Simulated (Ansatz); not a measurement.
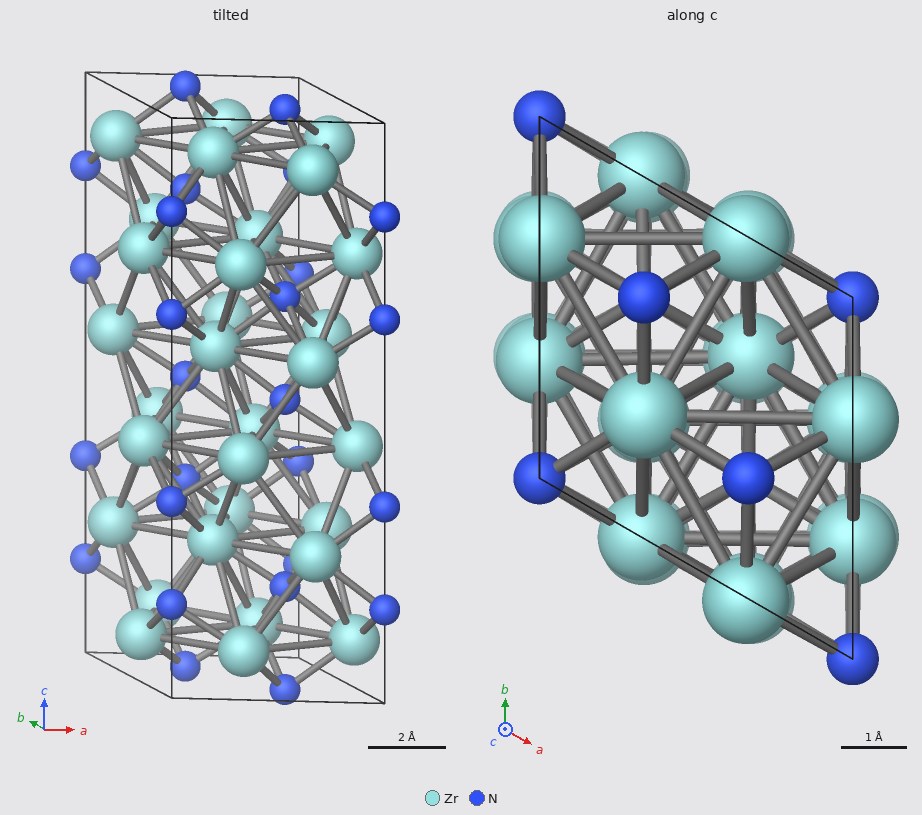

The figure gives a ball-and-stick picture of the atoms, viewed slightly off an axis and along the c axis. The frame is the conventional unit cell; atoms at its boundary are shown with their periodic copies. Cell: a = 5.60 Å, b = 5.60 Å, c = 15.58 Å, α = 90.00°, β = 90.00°, γ = 120.00°.

The structure was taken from a structure listed in the Materials Project. Earlier steps of the study, as a rule a relaxation of our own, may have changed the cell and positions, so they can lie some per cent off the listed ones. An electronic-structure calculation with Ansatz was run on it.

Notes on the structure:

Answer. Its composition is Zr$_{3}$N$_{2}$. The lattice is rhombohedral (trigonal R) and the space group R-3c (No. 167). In the cell are 18 Zr, 12 N, which makes 6 formula units. Numbers of contacts at bonding distance: Zr 16 and N 6.

Theory: Ansatz, DFT PBEsol, scalar-relativistic, plane waves, PAW. Numerical settings: a basis cut at 420 eV, k-points about 0.11 Å⁻¹ apart, Gaussian smearing of 0.1 eV, no spin polarisation.

Classify it as metallic or gapped, with the value.

Answer. A metal: bands cross the Fermi level.

How are the electrons shared out in a Bader analysis?

Answer. Zr +1.23 e; N -1.85 e.

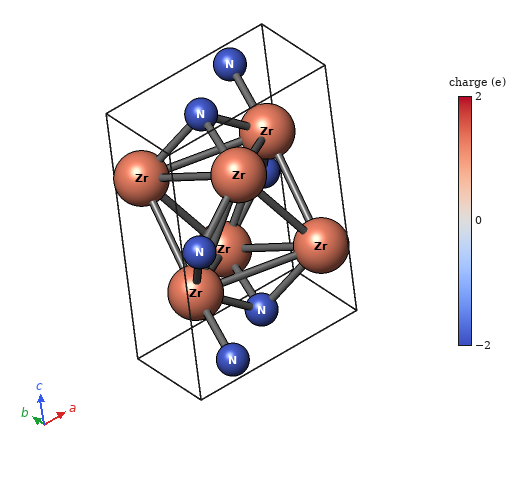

The atoms coloured by those charges. The run's cell of 10 atoms is drawn in a reduced setting, so axes and origin can differ from the first picture.

Is this an equilibrium geometry for the method given?

Answer. Yes. All forces vanish to within 0.01 eV/Å. The pressure is 0.0 GPa, close to zero.
